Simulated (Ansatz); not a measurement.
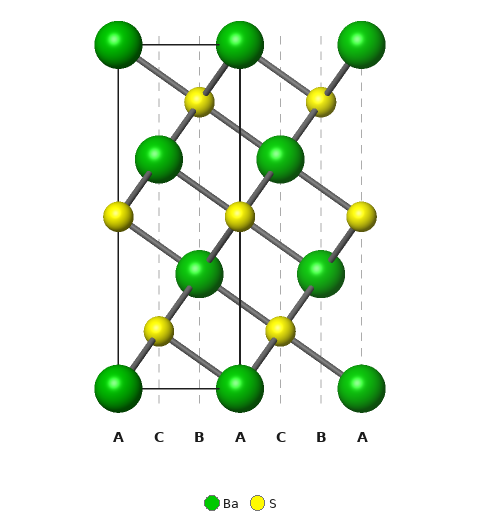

Projection along an edge of the hexagonal mesh, stacking direction [111] upwards. The dashed lines mark the three columns A (0, 0), B (1/3, 2/3) and C (2/3, 1/3). The box is the hexagonal cell of the face-centred cubic lattice. The sequence starts with the first layer at or above the cell's origin.

The compound is BaS, taken as a calculation's input that goes back to an entry of the Crystallography Open Database (an earlier step may have relaxed or displaced it).

**Give the sequence of layers in one repeat, with element and column.**

Ba(A) – S(C) – Ba(B) – S(A) – Ba(C) – S(B) (six layers in 11.13 Å).

**How are the S layers alone stacked?**

S layers alone: CAB, the cubic close-packed type.

**Which positions between or in the S layers do the other atoms fill?**

Ba: three octahedral sites, counted in one hexagonal cell.

Heights of the layers:

| layer | atoms (column) | height (Å) | to next (Å) |
| --- | --- | --- | --- |
| 1 | Ba(A) | 0.00 | 1.85 |
| 2 | S(C) | 1.85 | 1.85 |
| 3 | Ba(B) | 3.71 | 1.85 |
| 4 | S(A) | 5.56 | 1.85 |
| 5 | Ba(C) | 7.42 | 1.85 |
| 6 | S(B) | 9.27 | 1.85 |
